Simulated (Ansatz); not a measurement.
Run report: Ga4As3P, single-point calculation

The run: single-point calculation of Ga4As3P (8 atoms in the cell). Method and program: DFT, r2SCAN, plane waves, PAW, no spin polarisation (Ansatz 0.2.0).

The structure was built on a prototype by a generator; it need not be a known phase. The geometry comes from this level: r2SCAN. It belongs to a series of runs on one base structure; here: volume -3%. Figures and captions count atoms from 1; the log counts them from 0 in places.

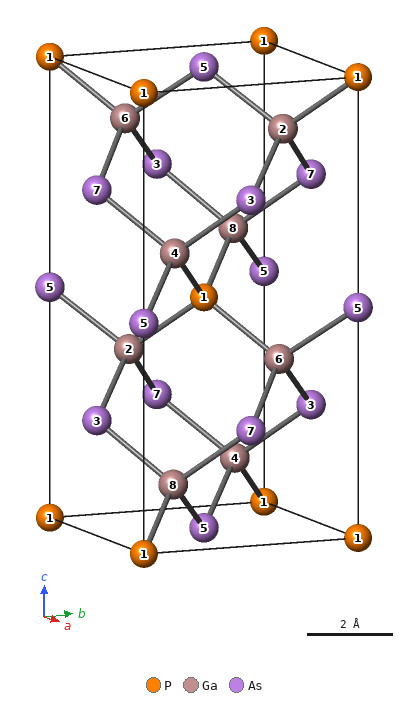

Figure 1. The structure (ball-and-stick view of the cell 2 times as large as that of the calculation, set on its symmetry axes, seen slightly off an axis; atoms are numbered from 1 in the order of the input). An atom can appear more than once, as a periodic image. Near neighbours in the periodic cell (some may lie outside the picture): P has 4 Ga at 2.35 Å; Ga has 3 As at 2.42 to 2.43 Å and 1 P at 2.35 Å; As has 4 Ga at 2.42 to 2.43 Å.

### The input
```yaml
crystal:
  lattice:
    - [-2.7775428796, 2.7775428796, 5.5539573555]
    - [2.7775428796, -2.7775428796, 5.5539573555]
    - [2.7775428796, 2.7775428796, -5.5539573555]
  atoms:
    - { symbol: P, position: [0.0, 0.0, 0.0] }
    - { symbol: Ga, position: [0.633324787, 0.633324787, 0.5123560537] }
    - { symbol: As, position: [0.25, 0.75, 0.5] }
    - { symbol: Ga, position: [0.8790312668, 0.366675213, 0.0] }
    - { symbol: As, position: [0.5, 0.5, 0.0] }
    - { symbol: Ga, position: [0.1209687332, 0.1209687332, 0.4876439463] }
    - { symbol: As, position: [0.75, 0.25, 0.5] }
    - { symbol: Ga, position: [0.366675213, 0.8790312668, 0.0] }
kpoints:
  mp_grid: { grid: [6, 6, 6] }
hamiltonian:
  xc: r2scan
scf:
  occupations: { method: fixed }
  n_extra_bands: 6
output:
  forces: true
  stress: true
  eigenvalues: true
```

Run on 2 threads of Arm Neoverse V2, 24 GiB of memory available, shared host.

Launch command:
```bash
ansatz run input.yaml --threads 2 --pin off --max-ram 3686MiB --backend cpu --events-out ev --progress --plain --runs-dir out
```

### Output
```
scf.n_extra_bands = 6 over 51 filled bands (N_el = 102.0): the run solves 57 bands
Engine: ansatz 0.2.0, aarch64-unknown-linux-gnu
Pseudopotentials: kind: paw
Pseudopotential: P, paw, valence charge 5, recommended cutoff 500 eV (meta_gga), P.paw.azcp
Pseudopotential: Ga, paw, valence charge 13, recommended cutoff 500 eV (meta_gga), Ga.paw.azcp
Pseudopotential: As, paw, valence charge 15, recommended cutoff 500 eV (meta_gga), As.paw.azcp
Functional definition: r2SCAN
  parameter k0 = 0.174
  parameter k1 = 0.065
  parameter a1 = 4.9479
  exchange = r2scan_x(k0 = k0, k1 = k1, a1 = a1)
  correlation = r2scan_c
Crystal: 8 atoms, lattice volume = 171.389 Å³
Basis set: ecut = 500 eV, 4341 PW (Γ), exchange–correlation on 200×200×200 points (64 copies of the dense FFT grid, shifted against one another)
Bands: 57, of which v1, the nominal top of the filled ones, is band 51 counted from 1 (50 counted from 0)
Symmetry: 8 space group operations
Space group: I-42m (ITA 121), of the structure as read, at distance tolerance 5.6e-5 Å
k-points: 30 of 216 (time reversal used)
Non-local potential: P, projectors of the file, l = 0: 2, l = 1: 2, l = 2: 2
Non-local potential: Ga, projectors of the file, l = 0: 2, l = 1: 2, l = 2: 3, l = 3: 1
Non-local potential: As, projectors of the file, l = 0: 2, l = 1: 2, l = 2: 3, l = 3: 1
PAW form: soft (Blöchl's): semilocal exchange-correlation on the pseudo side does not see the compensation charge
PAW frozen core: P, regenerated for the run's functional (the file was generated under x = pbe(κ = 0.804, μ = 0.2195149727645171), c = pbe(β = 0.06672455060314922))
PAW frozen core: Ga, regenerated for the run's functional (the file was generated under x = pbe(κ = 0.804, μ = 0.2195149727645171), c = pbe(β = 0.06672455060314922))
PAW frozen core: As, regenerated for the run's functional (the file was generated under x = pbe(κ = 0.804, μ = 0.2195149727645171), c = pbe(β = 0.06672455060314922))
PAW one-centre angular grid: P, 302 points (default); XC on 160 Gauss nodes
PAW one-centre angular grid: Ga, 590 points (default); XC on 160 Gauss nodes
PAW one-centre angular grid: As, 590 points (default); XC on 160 Gauss nodes
Initial density: superposition of atomic densities (neutral atoms: chi_scale 0, normalization atom), corrected by the library's trained network
Initial wavefunctions: pseudopotential atomic-orbital guess
Functional: x = r2scan, c = r2scan; τ floored in thin density (d = 2e-4 eV/Å³)
SCF iter   1: F=—  HF=-30517.650840 eV  |F-HF|=—  |Δ(HF+E_count)|=         —  Δρ=8.25e-3  dr2=5.90e-2  dr2_τ=2.24e-2  ethr=1.77e-3  ⟨swp⟩=5.0  Hψ=5588  notcnv=0  defer=95
preconditioner: auto → Resta (q_TF=auto, 2.502 Å⁻¹)  ε∞=3.8  [insulator: Δε(μ)=1.479 eV  Ē_g=14.365 eV  n_scr=36 (ndim 8)  ℏωp=24.1 eV  f_vac=0.057  ε∞_Penn≈3.8]
SCF iter   2: F=—  HF=-30517.689044 eV  |F-HF|=—  |Δ(HF+E_count)|=   3.82e-2  Δρ=1.96e-3  dr2=4.28e-3  dr2_τ=2.66e-4  ethr=5.78e-5  ⟨swp⟩=3.1  Hψ=3706  notcnv=0  defer=120
SCF iter   3: F=—  HF=-30517.687916 eV  |F-HF|=—  |Δ(HF+E_count)|=   1.13e-3  Δρ=1.80e-3  dr2=2.42e-3  dr2_τ=2.94e-5  ethr=4.19e-6  ⟨swp⟩=2.0  Hψ=2803  notcnv=0  defer=120
SCF iter   4: F=—  HF=-30517.688315 eV  |F-HF|=—  |Δ(HF+E_count)|=   3.99e-4  Δρ=3.05e-4  dr2=1.48e-4  dr2_τ=2.97e-6  ethr=2.37e-6  ⟨swp⟩=2.3  Hψ=2434  notcnv=0  defer=120
SCF iter   5: F=—  HF=-30517.688297 eV  |F-HF|=—  |Δ(HF+E_count)|=   1.75e-5  Δρ=9.54e-5  dr2=1.56e-5  dr2_τ=4.43e-7  ethr=1.45e-7  ⟨swp⟩=2.0  Hψ=3193  notcnv=0  defer=117
SCF iter   6: F=—  HF=-30517.688296 eV  |F-HF|=—  |Δ(HF+E_count)|=   6.09e-7  Δρ=4.06e-5  dr2=4.02e-6  dr2_τ=9.08e-8  ethr=1.53e-8  ⟨swp⟩=2.0  Hψ=3198  notcnv=0  defer=111
SCF iter   7: F=—  HF=-30517.688299 eV  |F-HF|=—  |Δ(HF+E_count)|=   2.13e-6  Δρ=6.66e-6  dr2=1.36e-7  dr2_τ=1.76e-9  ethr=3.94e-9  ⟨swp⟩=2.0  Hψ=2143  notcnv=0  defer=111
SCF iter   8: F=-30517.688299 eV  HF=-30517.688299 eV  |F-HF|=1.83e-9  |Δ(HF+E_count)|=   5.58e-8  Δρ=1.75e-6  dr2=7.06e-9  dr2_τ=2.77e-10  ethr=9.80e-11  ⟨swp⟩=12.5  Hψ=8501  notcnv=0
SCF 1 converged in 8 iterations: F = -30517.688299 eV  dr2 = 7.06e-9
  greatest PAW one-centre occupation: 0.999 electrons in one spin orbital (limit 2), on the As atom at site 6 (counted from 0), in its partial waves of l = 2
```

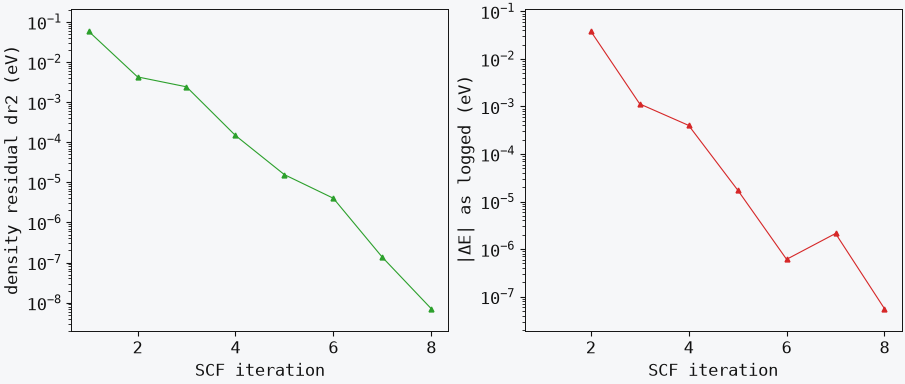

Figure 2. Convergence of the self-consistent field: density residual dr2 and size of the energy change against the SCF iteration. The residual falls at every step.

```
SCF converged after 8 iterations
Free energy (F): -30517.688299 eV
Harris-Foulkes:  -30517.688299 eV  (|F-HF|=1.83e-9)
Internal energy: -30517.688299 eV  (E = F + TS)
E sigma→0 (E₀):  -30517.688299 eV
Fermi energy:    8.061035 eV
--- Per-component energies (eV) ---
  E_band       = -1033.224650
  E_kinetic    = 844.344379
  E_local      = -14101.397683  (includes V_loc(G=0)·N_el)
  E_nonlocal   = -268.572364
  E_hartree    = 7035.572400
  E_xc         = -532.616166
  E_vxc        = -559.081451  (∫ρ·V_xc dr)
  E_paw        = -14135.001183  (= ΣΔE_a)
  E_vpaw       = -1048.289790  (= ΣTr[D̂ρ^β])
  E_aug_tail   = -0.000181  (compensation charges beyond the density's cutoff)
  E_vtau       = 28.632263  (kinetic-family band-sum trace: ∫τ·v_τ [+ j·A + Jᵃ·Aᵃ] dr)
  E_ewald      = -9352.942156
  E_core_change = -7.075345  (= ΣΔE_core)
  E_smearing   = -0.000000  (= −TS)
  E_closure    = -0.000000  (closes the sum)
  Σ components = -30517.688299   (vs F -30517.688299, Δ=0.00e0)
--- Forces (eV/Å), atoms counted from 1 ---
  atom   1  P     -0.00000000     0.00000000    -0.00000000
  atom   2  Ga     0.00124569     0.00124569     0.00646399
  atom   3  As    -0.00000000     0.00000000     0.00000000
  atom   4  Ga    -0.00124569     0.00124569    -0.00646399
  atom   5  As    -0.00000000     0.00000000     0.00000000
  atom   6  Ga    -0.00124569    -0.00124569     0.00646399
  atom   7  As    -0.00000000    -0.00000000     0.00000000
  atom   8  Ga     0.00124569    -0.00124569    -0.00646399
  max |Σ_I F_I| component: 1.37e-17 eV/Å
--- Stress (GPa, compression-positive) ---
        2.476464       0.000000       0.000000
        0.000000       2.476464      -0.000000
        0.000000       0.000000       2.476258
  P = ⅓ Tr σ = 2.4764 GPa (24.764 kbar)
--- Band table (eV; the first three rows and the last of 30) ---
  k-point 0: bands = ["-27.6919", "-27.6868", "-27.6868", "-27.6784", "-27.6751", "-27.6751", "-27.6744", "-27.6744", "-27.6739", "-27.6731", "-27.6706", "-27.6626", "-27.6613", "-27.6597", "-27.6588", "-7.2960", "-7.2829", "-7.2793", "-7.1594", "-7.1593", "-7.1593", "-7.1226", "-7.1153", "-7.1026", "-7.1026", "-7.0966", "-7.0966", "-7.0898", "-7.0710", "-7.0710", "-7.0572", "-7.0571", "-7.0513", "-7.0513", "-7.0403", "-5.3037", "-2.4819", "-2.4403", "-2.2439", "0.9457", "1.1640", "1.1640", "4.2559", "4.2559", "4.4542", "4.4800", "5.1882", "5.1882", "8.0596", "8.0610", "8.0610", "9.6001", "9.8071", "10.0175", "12.1160", "12.1160", "12.1548"]
  k-point 1: bands = ["-27.6919", "-27.6868", "-27.6868", "-27.6784", "-27.6751", "-27.6749", "-27.6746", "-27.6744", "-27.6735", "-27.6731", "-27.6710", "-27.6624", "-27.6615", "-27.6596", "-27.6589", "-7.2896", "-7.2768", "-7.2731", "-7.1810", "-7.1548", "-7.1523", "-7.1262", "-7.1203", "-7.1100", "-7.1091", "-7.1061", "-7.1006", "-7.0816", "-7.0673", "-7.0671", "-7.0587", "-7.0563", "-7.0526", "-7.0512", "-7.0440", "-5.0607", "-2.7285", "-2.6238", "-2.3844", "1.0378", "1.2776", "1.3392", "4.0924", "4.2093", "4.3508", "5.2992", "5.4191", "5.5042", "6.1717", "7.3429", "7.9404", "10.0927", "10.7145", "11.6064", "12.1269", "12.2154", "12.3061"]
  k-point 2: bands = ["-27.6919", "-27.6867", "-27.6867", "-27.6785", "-27.6751", "-27.6749", "-27.6745", "-27.6745", "-27.6730", "-27.6727", "-27.6719", "-27.6621", "-27.6618", "-27.6594", "-27.6591", "-7.2762", "-7.2660", "-7.2622", "-7.2223", "-7.1430", "-7.1392", "-7.1325", "-7.1297", "-7.1270", "-7.1247", "-7.1198", "-7.1115", "-7.0675", "-7.0609", "-7.0580", "-7.0575", "-7.0544", "-7.0534", "-7.0529", "-7.0495", "-4.3866", "-3.1725", "-3.0502", "-2.6400", "1.1485", "1.2230", "1.3826", "3.7691", "3.9704", "5.3578", "5.5656", "5.8263", "5.9199", "6.4647", "6.4681", "7.5127", "10.6387", "10.9495", "10.9690", "11.3455", "12.5915", "12.7000"]
  k-point 29: bands = ["-27.6919", "-27.6869", "-27.6869", "-27.6784", "-27.6749", "-27.6749", "-27.6745", "-27.6745", "-27.6739", "-27.6731", "-27.6706", "-27.6626", "-27.6613", "-27.6597", "-27.6588", "-7.2994", "-7.2933", "-7.2406", "-7.2381", "-7.1305", "-7.1305", "-7.1270", "-7.1270", "-7.0984", "-7.0968", "-7.0968", "-7.0955", "-7.0898", "-7.0898", "-7.0731", "-7.0710", "-7.0503", "-7.0470", "-7.0400", "-7.0400", "-4.3153", "-4.2073", "-2.5179", "-2.3563", "0.9493", "0.9493", "3.9308", "4.0650", "5.1557", "5.1557", "5.1666", "5.2428", "6.1395", "6.1395", "6.3748", "6.3748", "9.6773", "9.8899", "10.0341", "10.0341", "10.2529", "10.4932"]
```

### Key numbers

- outcome: converged
- space group (tolerance 0.01 Å): I-42m (121)
- electrons treated: 102
- free energy: −30517.6883 eV
- Fermi energy: 8.061 eV
- gap on the k-point mesh: 1.54 eV
- pressure: 2.48 GPa
- largest force (length of the vector): 0.007 eV/Å
- wall time: 29 s (CPU time 58 s)
- peak memory: 1 GiB
